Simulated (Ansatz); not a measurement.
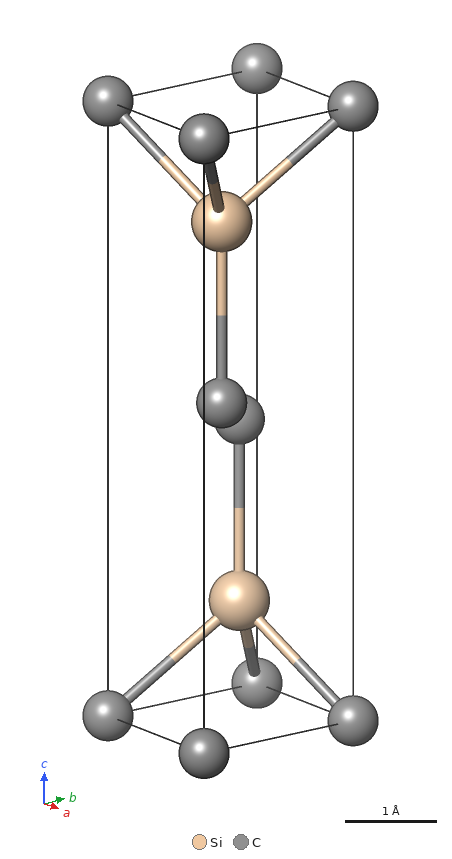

The figure gives a ball-and-stick picture of the atoms, viewed slightly off an axis. The wireframe shows the conventional unit cell. Cell: a = 2.72 Å, b = 2.72 Å, c = 6.86 Å, α = 90.00°, β = 90.00°, γ = 120.00°.

The cell started as a structure type filled with these elements by a generator (whether the compound takes this form wasn't checked). Earlier steps of the study, as a rule a relaxation of our own, may have changed the cell and positions, so they can lie some per cent off the listed ones. A calculation with Ansatz used it as input.

### Caption:

Formula: Si₂C₃. It belongs to space group P-3m1 (No. 164) and has a primitive hexagonal lattice. Counting shared atoms by their share gives 2 Si, 3 C, or 5 atoms. The neighbours of Si are four C at about 2.0 Å. C takes two kinds of site: 2d with three C and one Si in a distorted tetrahedral arrangement (about 1.6 Å to C, 2.0 Å to Si); 1a with six Si in an octahedral arrangement at about 2.0 Å. The bonds build a three-dimensional framework.

All computed values are from Ansatz 0.2.0, DFT PBE, scalar-relativistic, plane waves, PAW. Settings: an energy cutoff of 420 eV, an 18×18×6 sampling of the Brillouin zone, Gaussian smearing of 0.1 eV, no spin polarisation.

### Is the electronic structure metallic or gapped?

A metal: bands cross the Fermi level.

### How are the electrons shared out in a Bader analysis?

Si +1.98 e; C -2.99 to -0.49 e.

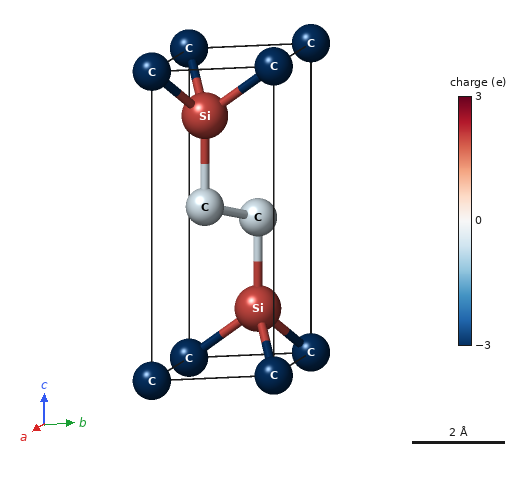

The atoms coloured by those charges. The run's cell of 5 atoms is drawn.

### Can this geometry be taken as optimised?

Yes. All forces vanish to within 0.01 eV/Å. The pressure is 0.0 GPa, close to zero.
